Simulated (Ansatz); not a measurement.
## Geometry relaxation, with input and output: SnO2 (part 2 of 2)

SnO2 (P6₄22, 9 atoms in the cell); DFT LDA, scalar-relativistic, plane waves, PAW, no spin polarisation (Ansatz 0.2.0); cutoff 420 eV, 6×6×4 k-mesh, Gaussian smearing of 0.1 eV. The structure was made by swapping elements on the sites of another compound; it need not be a known phase. It belongs to a series of runs on one base structure; here: Si -> Sn on all its sites, cell and atoms relaxed.

Geometry of the input (Å; fractional positions):
```
5.3906  0.0000  0.0000
-2.6953  4.6684  0.0000
0.0000  0.0000  5.9107
Sn -0.0000  0.5000  0.3333
Sn 0.5000  0.5000  0.6667
Sn 0.5000  0.0000  0.0000
O  0.5844  0.7922  0.8333
O  0.7922  0.5844  0.5000
O  0.7922  0.2078  0.1667
O  0.4156  0.2078  0.8333
O  0.2078  0.4156  0.5000
O  0.2078  0.7922  0.1667
```

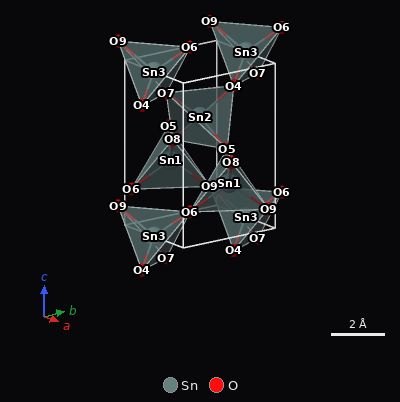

Figure 1. The geometry at step 3 of the log (polyhedral view of the cell of the calculation, seen slightly off an axis; polyhedra are completed across the faces of the cell; atoms are numbered from 1 in the order of the input).

The program's output, continued
```
relax step   6: F+E_penalty+E_count = -20965.33574218 eV  Δ(F+E_penalty+E_count) = -5.095e-1 eV  max|allowed force component| = 1.906e-2 eV/Å  Δτ_max = 0.0000 Å  P = +2.795 GPa  Ω = 188.190 Å³  stress off target by 3.18e0 GPa  SCF on the basis re-selected at this cell (its energy is not comparable with the rows above)  (6 SCF iters)
basis re-selected at this cell: Δ(F+E_penalty+E_count) = -5.095e-1 eV, ΔP = +2.690 GPa vs the last step (what re-selecting the basis moved, of the pressure what is left beyond the Pulay correction that the steps carried, after the strain that the cell walked since its last selection, with what the two solves' SCF thresholds leave and, on support functions, any second-order correction that the steps lacked; it is no measure of the basis error at this ecutwfc). The dense FFT grid was sized anew with the basis: this SCF ran on 40×40×45 points, the steps before it on 40×40×40, so part of this shift can come from that change (see relax.cell in the input reference). This SCF's stress stands 3.18e0 GPa from its target on what of the cell is left free (relax.cell.stress_tol is 5.00e-1 GPa) and its largest allowed force component is 1.91e-2 eV/Å (relax.f_tol is 5.00e-2 eV/Å): not within both, so this SCF does not close the relaxation
Crystal: 9 atoms, lattice volume = 193.541 Å³
Basis set: ecut = 420 eV, 3753 PW (Γ)
iter 1 solved again at ethr=2.12e-5 eV; its pass at ethr=3.10e-3 eV (dr2=1.66e-2 eV) is discarded
SCF iter   1: F=—  HF=-20965.388820 eV  |F-HF|=—  |Δ(HF+E_count)|=         —  Δρ=4.36e-3  dr2=1.60e-2  ethr=2.12e-5  ⟨swp⟩=3.0  Hψ=5210  notcnv=0
preconditioner: auto → Resta (q_TF=auto, 2.345 Å⁻¹)  ε∞=2.8  [insulator: Δε(μ)=2.099 eV  Ē_g=17.715 eV  σ=0.100 eV  W_gap=1.00  n_scr=40 (ndim 8)  ℏωp=23.6 eV  f_vac=0.332  D(μ)=0.00/eV (n_scr^D=0)  ε∞_Penn≈2.8]
SCF iter   2: F=—  HF=-20965.384864 eV  |F-HF|=—  |Δ(HF+E_count)|=   3.96e-3  Δρ=2.17e-3  dr2=4.80e-3  ethr=2.05e-5  ⟨swp⟩=2.0  Hψ=1578  notcnv=0
SCF iter   3: F=—  HF=-20965.383530 eV  |F-HF|=—  |Δ(HF+E_count)|=   1.33e-3  Δρ=5.85e-4  dr2=5.42e-4  ethr=6.15e-6  ⟨swp⟩=2.2  Hψ=1455  notcnv=0
SCF iter   4: F=—  HF=-20965.383456 eV  |F-HF|=—  |Δ(HF+E_count)|=   7.43e-5  Δρ=1.73e-4  dr2=7.30e-5  ethr=6.95e-7  ⟨swp⟩=2.0  Hψ=1470  notcnv=0
SCF iter   5: F=—  HF=-20965.383456 eV  |F-HF|=—  |Δ(HF+E_count)|=   3.30e-7  Δρ=5.71e-5  dr2=8.10e-6  ethr=9.36e-8  ⟨swp⟩=2.0  Hψ=1337  notcnv=0
SCF iter   6: F=-20965.383462 eV  HF=-20965.383462 eV  |F-HF|=3.95e-7  |Δ(HF+E_count)|=   5.48e-6  Δρ=9.42e-6  dr2=2.83e-7  ethr=1.15e-9  ⟨swp⟩=6.8  Hψ=5178  notcnv=0
SCF 7 converged in 6 iterations: F = -20965.383462 eV  dr2 = 2.83e-7
relax step   7: F+E_penalty+E_count = -20965.38346236 eV  Δ(F+E_penalty+E_count) = -4.772e-2 eV  max|allowed force component| = 2.174e-2 eV/Å  Δτ_max = 0.0354 Å  P = +1.087 GPa  Ω = 193.541 Å³  energy of the carried Pulay correction = -2.212e-2 eV  (6 SCF iters, dr2 threshold 9.00e-7 eV, accepted)
Crystal: 9 atoms, lattice volume = 197.820 Å³
Basis set: ecut = 420 eV, 3861 PW (Γ)
iter 1 solved again at ethr=1.58e-5 eV; its pass at ethr=3.10e-3 eV (dr2=1.24e-2 eV) is discarded
SCF iter   1: F=—  HF=-20965.384342 eV  |F-HF|=—  |Δ(HF+E_count)|=         —  Δρ=4.04e-3  dr2=1.23e-2  ethr=1.58e-5  ⟨swp⟩=2.5  Hψ=5365  notcnv=0
preconditioner: auto → Resta (q_TF=auto, 2.336 Å⁻¹)  ε∞=2.7  [insulator: Δε(μ)=2.039 eV  Ē_g=17.721 eV  σ=0.100 eV  W_gap=1.00  n_scr=52 (ndim 8)  ℏωp=23.3 eV  f_vac=0.338  D(μ)=0.00/eV (n_scr^D=0)  ε∞_Penn≈2.7]
SCF iter   2: F=—  HF=-20965.381438 eV  |F-HF|=—  |Δ(HF+E_count)|=   2.90e-3  Δρ=1.96e-3  dr2=3.76e-3  ethr=1.58e-5  ⟨swp⟩=2.0  Hψ=1654  notcnv=0
SCF iter   3: F=—  HF=-20965.380623 eV  |F-HF|=—  |Δ(HF+E_count)|=   8.15e-4  Δρ=8.37e-4  dr2=1.01e-3  ethr=4.83e-6  ⟨swp⟩=2.0  Hψ=1361  notcnv=0
SCF iter   4: F=—  HF=-20965.380358 eV  |F-HF|=—  |Δ(HF+E_count)|=   2.65e-4  Δρ=1.26e-4  dr2=3.97e-5  ethr=1.30e-6  ⟨swp⟩=2.0  Hψ=1422  notcnv=0
SCF iter   5: F=—  HF=-20965.380409 eV  |F-HF|=—  |Δ(HF+E_count)|=   5.06e-5  Δρ=3.98e-5  dr2=3.97e-6  ethr=5.09e-8  ⟨swp⟩=2.6  Hψ=1551  notcnv=0
SCF iter   6: F=-20965.380412 eV  HF=-20965.380412 eV  |F-HF|=2.15e-7  |Δ(HF+E_count)|=   3.28e-6  Δρ=6.75e-6  dr2=1.39e-7  ethr=1.15e-9  ⟨swp⟩=9.2  Hψ=4996  notcnv=0
SCF 8 converged in 6 iterations: F = -20965.380412 eV  dr2 = 1.39e-7
relax step   8: F+E_penalty+E_count = -20965.38041204 eV  Δ(F+E_penalty+E_count) = +3.050e-3 eV  max|allowed force component| = 2.344e-3 eV/Å  Δτ_max = 0.0326 Å  P = -0.026 GPa  Ω = 197.820 Å³  energy of the carried Pulay correction = -4.173e-2 eV  (6 SCF iters, dr2 threshold 9.00e-7 eV, accepted)
iter 1 solved again at ethr=1.87e-7 eV; its pass at ethr=3.10e-3 eV (dr2=1.46e-4 eV) is discarded
SCF iter   1: F=—  HF=-20965.425876 eV  |F-HF|=—  |Δ(HF+E_count)|=         —  Δρ=4.67e-4  dr2=6.25e-5  ethr=1.87e-7  ⟨swp⟩=3.5  Hψ=7175  notcnv=0
preconditioner: auto → Resta (q_TF=auto, 2.336 Å⁻¹)  ε∞=2.7  [insulator: Δε(μ)=2.027 eV  Ē_g=17.752 eV  σ=0.100 eV  W_gap=1.00  n_scr=52 (ndim 8)  ℏωp=23.3 eV  f_vac=0.335  D(μ)=0.00/eV (n_scr^D=0)  ε∞_Penn≈2.7]
SCF iter   2: F=—  HF=-20965.425955 eV  |F-HF|=—  |Δ(HF+E_count)|=   7.85e-5  Δρ=2.18e-4  dr2=2.00e-5  ethr=8.01e-8  ⟨swp⟩=2.0  Hψ=1479  notcnv=0
SCF iter   3: F=—  HF=-20965.425982 eV  |F-HF|=—  |Δ(HF+E_count)|=   2.77e-5  Δρ=9.90e-5  dr2=2.26e-6  ethr=2.56e-8  ⟨swp⟩=2.0  Hψ=1256  notcnv=0
SCF iter   4: F=—  HF=-20965.426031 eV  |F-HF|=—  |Δ(HF+E_count)|=   4.91e-5  Δρ=3.03e-6  dr2=1.35e-8  ethr=2.90e-9  ⟨swp⟩=2.0  Hψ=1374  notcnv=0
SCF iter   5: F=-20965.426031 eV  HF=-20965.426031 eV  |F-HF|=2.04e-10  |Δ(HF+E_count)|=   4.69e-9  Δρ=6.54e-7  dr2=8.83e-10  ethr=1.15e-11  ⟨swp⟩=7.5  Hψ=4133  notcnv=0
SCF 9 converged in 5 iterations: F = -20965.426031 eV  dr2 = 8.83e-10
relax step   9: F+E_penalty+E_count = -20965.42603146 eV  Δ(F+E_penalty+E_count) = -4.562e-2 eV  max|allowed force component| = 4.574e-3 eV/Å  Δτ_max = 0.0000 Å  P = +0.099 GPa  Ω = 197.820 Å³  stress off target by 1.26e-1 GPa  SCF on the basis re-selected at this cell (its energy is not comparable with the rows above)  (5 SCF iters)
basis re-selected at this cell: Δ(F+E_penalty+E_count) = -4.562e-2 eV, ΔP = +0.126 GPa vs the last step (what re-selecting the basis moved, of the pressure what is left beyond the Pulay correction that the steps carried, after the strain that the cell walked since its last selection, with what the two solves' SCF thresholds leave and, on support functions, any second-order correction that the steps lacked; it is no measure of the basis error at this ecutwfc). This SCF's stress stands 1.26e-1 GPa from its target on what of the cell is left free (relax.cell.stress_tol is 5.00e-1 GPa) and its largest allowed force component is 4.57e-3 eV/Å (relax.f_tol is 5.00e-2 eV/Å): within both
SCF converged after 5 iterations
Free energy (F): -20965.426031 eV
Harris-Foulkes:  -20965.426031 eV  (|F-HF|=2.04e-10)
Internal energy: -20965.426031 eV  (E = F + TS)
E sigma→0 (E₀):  -20965.426031 eV
Fermi energy:    1.976256 eV
--- Per-component energies (eV) ---
  E_band       = -761.979434
  E_kinetic    = 1609.344011
  E_local      = -8008.953100  (includes V_loc(G=0)·N_el)
  E_nonlocal   = 227.065485
  E_hartree    = 3792.610010
  E_xc         = -1556.148687
  E_vxc        = -837.213897  (∫ρ·V_xc dr)
  E_paw        = -12901.060220  (= ΣΔE_a)
  E_vpaw       = -1337.458573  (= ΣTr[D̂ρ^β])
  E_aug_tail   = 0.015070  (compensation charges beyond the density's cutoff)
  E_ewald      = -4130.154825
  E_core_change = 1.856224  (= ΣΔE_core)
  E_smearing   = -0.000000  (= −TS)
  E_closure    = -0.000000  (closes the sum)
  Σ components = -20965.426031   (vs F -20965.426031, Δ=0.00e0)
--- Forces (eV/Å), atoms counted from 1 ---
  atom   1  Sn    -0.00000000     0.00000000    -0.00000000
  atom   2  Sn    -0.00000000     0.00000000     0.00000000
  atom   3  Sn     0.00000000    -0.00000000     0.00000000
  atom   4  O     -0.00396152    -0.00228718     0.00000000
  atom   5  O      0.00000000    -0.00457437     0.00000000
  atom   6  O     -0.00396152     0.00228718    -0.00000000
  atom   7  O      0.00396152     0.00228718     0.00000000
  atom   8  O     -0.00000000     0.00457437    -0.00000000
  atom   9  O      0.00396152    -0.00228718     0.00000000
  max |Σ_I F_I| component: 2.17e-17 eV/Å
--- Stress (GPa, compression-positive) ---
        0.126361      -0.000000      -0.000000
        0.000000       0.126361       0.000000
       -0.000000       0.000000       0.045750
  P = ⅓ Tr σ = 0.0995 GPa (0.995 kbar)
--- Band table (eV; the first three rows and the last of 21) ---
  k-point 0: bands = ["-19.1296", "-19.0213", "-19.0213", "-18.9295", "-18.9295", "-18.4410", "-18.4410", "-18.4190", "-18.3244", "-18.2248", "-18.1806", "-18.1806", "-18.1630", "-18.1630", "-18.1236", "-16.0445", "-14.3734", "-14.3734", "-13.8452", "-13.8452", "-13.5177", "-5.7684", "-5.7684", "-2.8745", "-2.3242", "-2.0262", "-2.0262", "-0.7572", "-0.5789", "-0.1019", "-0.1019", "0.4673", "0.4673", "0.6569", "0.6569", "0.7024", "0.8261", "0.8261", "0.9093", "2.9857", "7.0402", "7.0402", "8.6091", "8.6915", "8.8836", "8.8836", "9.3192", "9.3192"]
  k-point 1: bands = ["-19.1202", "-19.0583", "-19.0145", "-18.9933", "-18.7964", "-18.4851", "-18.4669", "-18.4043", "-18.3357", "-18.2176", "-18.1886", "-18.1876", "-18.1572", "-18.1538", "-18.1275", "-15.8948", "-14.9531", "-13.9309", "-13.9013", "-13.7309", "-13.5447", "-6.5563", "-4.6998", "-2.8693", "-2.6767", "-2.4863", "-1.5254", "-0.6907", "-0.3858", "-0.3561", "0.1544", "0.3187", "0.4503", "0.4767", "0.5926", "0.6220", "0.7096", "0.9153", "0.9167", "3.5390", "5.8863", "8.0005", "8.6611", "8.8631", "8.8988", "9.1501", "9.2271", "9.3610"]
  k-point 2: bands = ["-19.0943", "-19.0943", "-19.0436", "-18.9829", "-18.6345", "-18.6345", "-18.4763", "-18.3655", "-18.3655", "-18.2037", "-18.2037", "-18.1914", "-18.1538", "-18.1387", "-18.1387", "-15.4972", "-15.4972", "-13.9626", "-13.7124", "-13.6211", "-13.6211", "-6.8533", "-3.5759", "-3.5759", "-2.7716", "-2.7716", "-1.2746", "-0.5471", "-0.5471", "0.0470", "0.0470", "0.2714", "0.2780", "0.2780", "0.4825", "0.6350", "0.7111", "0.9289", "0.9289", "4.6590", "4.6590", "8.5389", "8.8091", "8.8091", "8.9309", "9.1906", "9.1906", "9.9910"]
  k-point 20: bands = ["-19.1136", "-19.0182", "-19.0182", "-18.9021", "-18.9021", "-18.5515", "-18.4246", "-18.4072", "-18.4072", "-18.2063", "-18.1835", "-18.1835", "-18.1594", "-18.1594", "-18.1389", "-15.5013", "-14.6348", "-14.6348", "-13.8531", "-13.8531", "-13.5834", "-5.2165", "-5.2165", "-4.2592", "-2.0438", "-2.0438", "-1.9220", "-0.8001", "-0.5016", "-0.5016", "0.2429", "0.3645", "0.3645", "0.6545", "0.6545", "0.7039", "0.7581", "0.8157", "0.8157", "4.4709", "6.4833", "6.4833", "7.9254", "8.3769", "8.3769", "9.8144", "9.8144", "10.6799"]
--- Relaxed structure (7 steps of the walk, 7 accepted, 2 SCFs on fresh bases) ---
  F+E_penalty+E_count = -20965.42603146 eV   max|allowed force component| = 4.574e-3 eV/Å   (the final SCF, on the basis selected at the relaxed cell)
  cell:  # Å, volume = 197.8201 Å³
    - [5.894910850317595, -1.6720457101354283e-32, 3.5922857053690844e-34]
    - [-2.9474554251587977, 5.105142549419563, 1.189676353036852e-32]
    - [-1.826210688145544e-32, 8.844589019057832e-33, 6.573328018400332]
  atoms:
    - { symbol: Sn, position: [7.439004798363215e-34, 0.49999999999999994, 0.3333333333333333] }
    - { symbol: Sn, position: [0.49999999999999994, 0.49999999999999994, 0.6666666666666666] }
    - { symbol: Sn, position: [0.49999999999999994, 5.36738712994172e-19, 2.4986675714683586e-33] }
    - { symbol: O, position: [0.607164233295511, 0.8035821166477556, 0.8333333333333333] }
    - { symbol: O, position: [0.8035821166477554, 0.6071642332955108, 0.5] }
    - { symbol: O, position: [0.8035821166477554, 0.1964178833522445, 0.16666666666666666] }
    - { symbol: O, position: [0.39283576670448894, 0.1964178833522445, 0.8333333333333333] }
    - { symbol: O, position: [0.1964178833522445, 0.392835766704489, 0.5] }
    - { symbol: O, position: [0.19641788335224458, 0.8035821166477556, 0.16666666666666666] }
```

Trajectory as extended XYZ (Å, eV, eV/Å), 9 frames, from step=1 to step=9
```
9
Lattice="5.3906 0.0000 0.0000 -2.6953 4.6684 0.0000 0.0000 0.0000 5.9107" Properties=species:S:1:pos:R:3:forces:R:3 step=1 energy=-20956.32412 pressure_GPa=68.65
Sn   -1.3477    2.3342    1.9702    0.0000   0.0000   0.0000
Sn    1.3477    2.3342    3.9405    0.0000   0.0000   0.0000
Sn    2.6953    0.0000    0.0000    0.0000   0.0000   0.0000
O     1.0150    3.6983    4.9256    3.3352   1.9256   0.0000
O     2.6953    2.7282    2.9554    0.0000   3.8512   0.0000
O     3.7103    0.9701    0.9851    3.3352  -1.9256   0.0000
O     1.6803    0.9701    4.9256   -3.3352  -1.9256   0.0000
O     0.0000    1.9402    2.9554    0.0000  -3.8512   0.0000
O    -1.0150    3.6983    0.9851   -3.3352   1.9256   0.0000
9
Lattice="5.6439 0.0000 0.0000 -2.8219 4.8877 0.0000 0.0000 0.0000 6.1990" Properties=species:S:1:pos:R:3:forces:R:3 step=2 energy=-20962.92788 pressure_GPa=25.14
Sn   -1.4110    2.4439    2.0663    0.0000   0.0000   0.0000
Sn    1.4110    2.4439    4.1327    0.0000   0.0000   0.0000
Sn    2.8219    0.0000    0.0000    0.0000   0.0000   0.0000
O     1.0923    3.8891    5.1659    1.4958   0.8636   0.0000
O     2.8219    2.8905    3.0995    0.0000   1.7272   0.0000
O     3.9142    0.9986    1.0332    1.4958  -0.8636   0.0000
O     1.7297    0.9986    5.1659   -1.4958  -0.8636   0.0000
O     0.0000    1.9973    3.0995    0.0000  -1.7272   0.0000
O    -1.0923    3.8891    1.0332   -1.4958   0.8636   0.0000
9
Lattice="5.7953 0.0000 0.0000 -2.8976 5.0188 0.0000 0.0000 0.0000 6.3823" Properties=species:S:1:pos:R:3:forces:R:3 step=3 energy=-20964.62506 pressure_GPa=6.22
Sn   -1.4488    2.5094    2.1274    0.0000   0.0000   0.0000
Sn    1.4488    2.5094    4.2549    0.0000   0.0000   0.0000
Sn    2.8976    0.0000    0.0000    0.0000   0.0000   0.0000
O     1.1737    4.0235    5.3186    0.5179   0.2990   0.0000
O     2.8976    3.0282    3.1912    0.0000   0.5980   0.0000
O     4.0713    0.9953    1.0637    0.5179  -0.2990   0.0000
O     1.7239    0.9953    5.3186   -0.5179  -0.2990   0.0000
O     0.0000    1.9906    3.1912    0.0000  -0.5980   0.0000
O    -1.1737    4.0235    1.0637   -0.5179   0.2990   0.0000
9
Lattice="5.7775 0.0000 0.0000 -2.8888 5.0035 0.0000 0.0000 0.0000 6.4925" Properties=species:S:1:pos:R:3:forces:R:3 step=4 energy=-20964.82449 pressure_GPa=0.84
Sn   -1.4444    2.5017    2.1642    0.0000   0.0000   0.0000
Sn    1.4444    2.5017    4.3284    0.0000   0.0000   0.0000
Sn    2.8888    0.0000    0.0000    0.0000   0.0000   0.0000
O     1.2418    4.0526    5.4105    0.0677   0.0391   0.0000
O     2.8888    3.1018    3.2463    0.0000   0.0781   0.0000
O     4.1306    0.9509    1.0821    0.0677  -0.0391   0.0000
O     1.6469    0.9509    5.4105   -0.0677  -0.0391   0.0000
O     0.0000    1.9017    3.2463    0.0000  -0.0781   0.0000
O    -1.2418    4.0526    1.0821   -0.0677   0.0391   0.0000
9
Lattice="5.7940 0.0000 0.0000 -2.8970 5.0177 0.0000 0.0000 0.0000 6.4731" Properties=species:S:1:pos:R:3:forces:R:3 step=5 energy=-20964.82621 pressure_GPa=0.10
Sn   -1.4485    2.5089    2.1577    0.0000   0.0000   0.0000
Sn    1.4485    2.5089    4.3154    0.0000   0.0000   0.0000
Sn    2.8970    0.0000    0.0000    0.0000   0.0000   0.0000
O     1.2532    4.0687    5.3943   -0.0037  -0.0021   0.0000
O     2.8970    3.1197    3.2366    0.0000  -0.0043   0.0000
O     4.1502    0.9490    1.0789   -0.0037   0.0021   0.0000
O     1.6438    0.9490    5.3943    0.0037   0.0021   0.0000
O     0.0000    1.8981    3.2366    0.0000   0.0043   0.0000
O    -1.2532    4.0687    1.0789    0.0037  -0.0021   0.0000
9
Lattice="5.7940 0.0000 0.0000 -2.8970 5.0177 0.0000 0.0000 0.0000 6.4731" Properties=species:S:1:pos:R:3:forces:R:3 step=6 energy=-20965.33574 pressure_GPa=2.79
Sn   -1.4485    2.5089    2.1577    0.0000   0.0000   0.0000
Sn    1.4485    2.5089    4.3154    0.0000   0.0000   0.0000
Sn    2.8970    0.0000    0.0000    0.0000   0.0000   0.0000
O     1.2532    4.0687    5.3943   -0.0165  -0.0095   0.0000
O     2.8970    3.1197    3.2366    0.0000  -0.0191   0.0000
O     4.1502    0.9490    1.0789   -0.0165   0.0095   0.0000
O     1.6438    0.9490    5.3943    0.0165   0.0095   0.0000
O     0.0000    1.8981    3.2366    0.0000   0.0191   0.0000
O    -1.2532    4.0687    1.0789    0.0165  -0.0095   0.0000
9
Lattice="5.8442 0.0000 0.0000 -2.9221 5.0612 0.0000 0.0000 0.0000 6.5433" Properties=species:S:1:pos:R:3:forces:R:3 step=7 energy=-20965.38346 pressure_GPa=1.09
Sn   -1.4610    2.5306    2.1811    0.0000   0.0000   0.0000
Sn    1.4610    2.5306    4.3622    0.0000   0.0000   0.0000
Sn    2.9221    0.0000    0.0000    0.0000   0.0000   0.0000
O     1.2308    4.0848    5.4527   -0.0188  -0.0109   0.0000
O     2.9221    3.1083    3.2716    0.0000  -0.0217   0.0000
O     4.1529    0.9764    1.0905   -0.0188   0.0109   0.0000
O     1.6913    0.9764    5.4527    0.0188   0.0109   0.0000
O     0.0000    1.9529    3.2716    0.0000   0.0217   0.0000
O    -1.2308    4.0848    1.0905    0.0188  -0.0109   0.0000
9
Lattice="5.8949 0.0000 0.0000 -2.9475 5.1051 0.0000 0.0000 0.0000 6.5733" Properties=species:S:1:pos:R:3:forces:R:3 step=8 energy=-20965.38041 pressure_GPa=-0.03
Sn   -1.4737    2.5526    2.1911    0.0000   0.0000   0.0000
Sn    1.4737    2.5526    4.3822    0.0000   0.0000   0.0000
Sn    2.9475    0.0000    0.0000    0.0000   0.0000   0.0000
O     1.2107    4.1024    5.4778   -0.0020  -0.0012   0.0000
O     2.9475    3.0997    3.2867    0.0000  -0.0023   0.0000
O     4.1581    1.0027    1.0956   -0.0020   0.0012   0.0000
O     1.7368    1.0027    5.4778    0.0020   0.0012   0.0000
O     0.0000    2.0055    3.2867    0.0000   0.0023   0.0000
O    -1.2107    4.1024    1.0956    0.0020  -0.0012   0.0000
9
Lattice="5.8949 0.0000 0.0000 -2.9475 5.1051 0.0000 0.0000 0.0000 6.5733" Properties=species:S:1:pos:R:3:forces:R:3 step=9 energy=-20965.42603 pressure_GPa=0.10
Sn   -1.4737    2.5526    2.1911    0.0000   0.0000   0.0000
Sn    1.4737    2.5526    4.3822    0.0000   0.0000   0.0000
Sn    2.9475    0.0000    0.0000    0.0000   0.0000   0.0000
O     1.2107    4.1024    5.4778   -0.0040  -0.0023   0.0000
O     2.9475    3.0997    3.2867    0.0000  -0.0046   0.0000
O     4.1581    1.0027    1.0956   -0.0040   0.0023   0.0000
O     1.7368    1.0027    5.4778    0.0040   0.0023   0.0000
O     0.0000    2.0055    3.2867    0.0000   0.0046   0.0000
O    -1.2107    4.1024    1.0956    0.0040  -0.0023   0.0000
```

Results in brief

- outcome: converged
- space group (tolerance 0.01 Å): P6₄22 (181)
- electrons treated: 78
- free energy: −20965.4260 eV
- Fermi energy: 1.976 eV
- gap on the k-point mesh: 2.03 eV
- pressure: 0.10 GPa
- final volume: 197.82 Å³
- largest force (length of the vector) at the end: 0.005 eV/Å
- final cell: a = 5.895 Å, b = 5.895 Å, c = 6.573 Å, α = 90.00°, β = 90.00°, γ = 120.00°
- hardware: 2 threads of Oxide Virtual Turin-like (Zen 5), 32 GiB of memory available, shared host
- wall time: 57 s (CPU time 1.8 min)
- peak memory: 0.53 GiB
